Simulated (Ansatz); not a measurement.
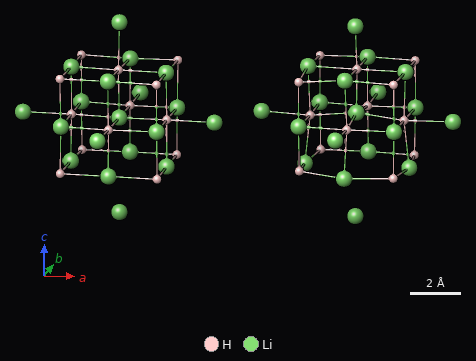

Two geometries of a defect cell of composition H₃₁Li₃₁, drawn at one scale. One is the start of a relaxation, the other its converged end. A ball-and-stick model of the atoms within 4.2 Å of the atom that moves most (axes of the cell of the calculation (origin shifted)), seen slightly off an axis.

Theory: DFT, PBEsol, PAW, plane waves in Ansatz 0.2.0. (plane-wave cutoff 420 eV; k-point mesh 1 × 1 × 1; mesh shifted by (0.25, 0.25, 0.25); no spin polarisation; atoms relaxed in a fixed cell; force threshold 0.03 eV/Å; at most 80 steps)

> Which geometry has the lower energy?

The right one is the relaxed one. After 3 geometry steps the energy has fallen by 1.105 eV per cell of the calculation. Largest force component: 1 eV/Å at the start, 0.015 eV/Å at the end. The atom that moves furthest is a Li atom (0.22 Å roughly along +c). By element the largest moves are Li 0.22 Å, H 0.15 Å. The lattice vectors keep their values. Among the contacts that change: H–Li 2.004 → 1.815 Å, H–Li 2.014 → 1.869 Å, H–Li 1.979 → 1.874 Å, H–Li 2.044 → 1.946 Å. Among the angles between lasting bonds that change: Li–H–Li 89.0° → 103.0°, H–Li–H 179.9° → 166.6°, Li–H–Li 89.8° → 102.6°. The run took 4.3 s on 1 × NVIDIA GB300 Max-Q with 8 threads of Arm Neoverse-V2, peak memory 1.5 GiB.

Limits of the set-up: the periodic images lie only 8.0 Å apart, so the values are limited by the cell's size.
